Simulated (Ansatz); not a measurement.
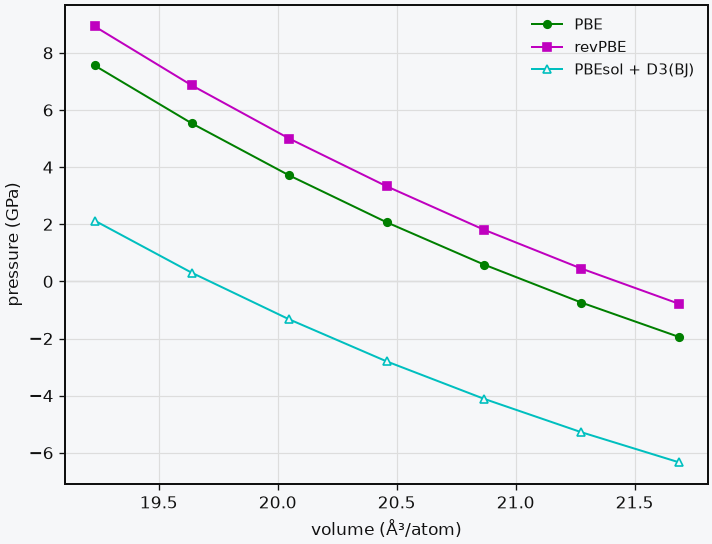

The figure shows the pressure against volume, with one curve for each functional, for P (space group Cmce).

Calculation (Ansatz 0.2.0): plane-wave DFT, no spin polarisation; energies at scaled volumes of the given cell, shape and fractions fixed, counted from the fit's minimum, third-order Birch-Murnaghan fit. All runs: no spin polarisation.

k mesh 8×8×6; occupations Fermi–Dirac; smearing width 0.05 eV.

Settings that differ: PBE: density cutoff 2390 eV, wave cutoff 599 eV, potentials PseudoDojo stringent; revPBE: density cutoff 1680 eV, wave cutoff 420 eV, potentials Ansatz PAW; PBEsol + D3(BJ): density cutoff 1680 eV, wave cutoff 420 eV, potentials Ansatz PAW.

### Order the curves by fitted equilibrium volume, smallest first.

PBEsol + D3(BJ) 19.712, PBE 21.044, revPBE 21.421 Å³/atom.

### Order the curves by fitted bulk modulus, smallest first.

revPBE 65.4, PBE 69.0, PBEsol + D3(BJ) 81.7 GPa.

### For PBE: how does the pressure vary with volume?

It falls from 7.56 GPa at volume 19.23 Å³/atom to −1.94 GPa at 21.69 Å³/atom, and changes sign near 21.05 Å³/atom.

### For revPBE: what does the pressure do across the range?

It falls from 8.93 GPa at volume 19.23 Å³/atom to −0.78 GPa at 21.69 Å³/atom, and changes sign near 21.43 Å³/atom.

### For PBEsol + D3(BJ): read off the course of the pressure.

It falls from 2.13 GPa at volume 19.23 Å³/atom to −6.33 GPa at 21.69 Å³/atom, and changes sign near 19.71 Å³/atom.

Note: the functional was run on potentials made for another functional (revPBE); shape and atomic fractions are frozen while scaling, which makes layered, chain and framework solids too stiff.
